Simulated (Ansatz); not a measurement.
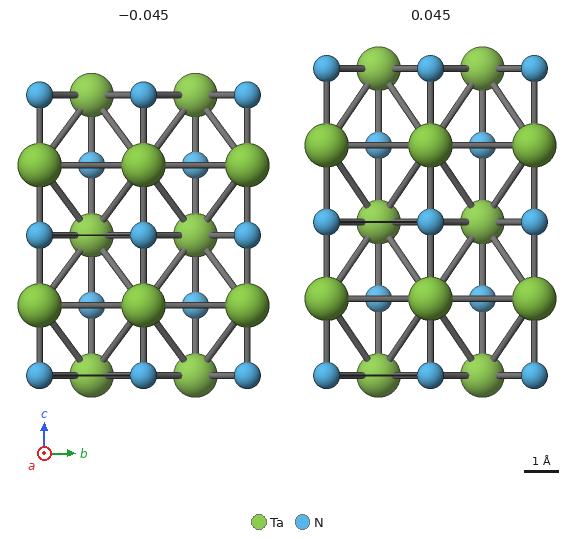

Crystalline TaN (set up in Fm-3m), under strain along c alone (the other axes held, atoms fixed by symmetry), with energies (extrapolated to zero smearing) counted from the relaxed crystal, which is the row at zero; the cubic crystal is set up in a tetragonal cell with a = a(cubic)/√2 and c = a(cubic). The picture shows the first and the last member. Style: ball-and-stick. Shown: the cell of the calculation, repeated 1 × 2 × 2 with one cell outlined, along the a axis.

Computed with Ansatz 0.2.0: DFT PBEsol, scalar-relativistic, plane waves, PAW. Set-up: plane-wave cutoff 420 eV; k-point mesh 16 × 16 × 12; occupations gaussian; smearing width 0.1 eV; no spin polarisation.

| strain | energy (meV/atom) | a (Å) | c (Å) |
| --- | --- | --- | --- |
| −0.045 | 60.51 | 3.094 | 4.179 |
| −0.03 | 24.43 | 3.094 | 4.244 |
| −0.015 | 5.62 | 3.094 | 4.310 |
| 0.0 | 0.00 | 3.094 | 4.376 |
| 0.015 | ? | ? | ? |
| 0.03 | 18.63 | 3.094 | 4.507 |
| 0.045 | 39.36 | 3.094 | 4.573 |

**Estimate the missing row from the others, and compare with the calculation.**

A parabola through three neighbouring rows (−0.015, 0.0, 0.03) gives, with Lagrange weights, (−0.3333)(5.62) + (1.0000)(0.00) + (0.3333)(18.63) = 4.34 meV/atom. The calculation gives 4.88 meV/atom (a = 3.094 Å, c = 4.441 Å). The estimate is 0.54 meV/atom too low. From the first member to the last: N–Ta 2.089 → 2.286 Å, Ta–Ta 3.025 → 3.164 Å.

The whole series:

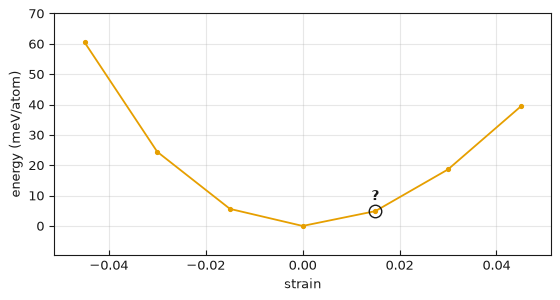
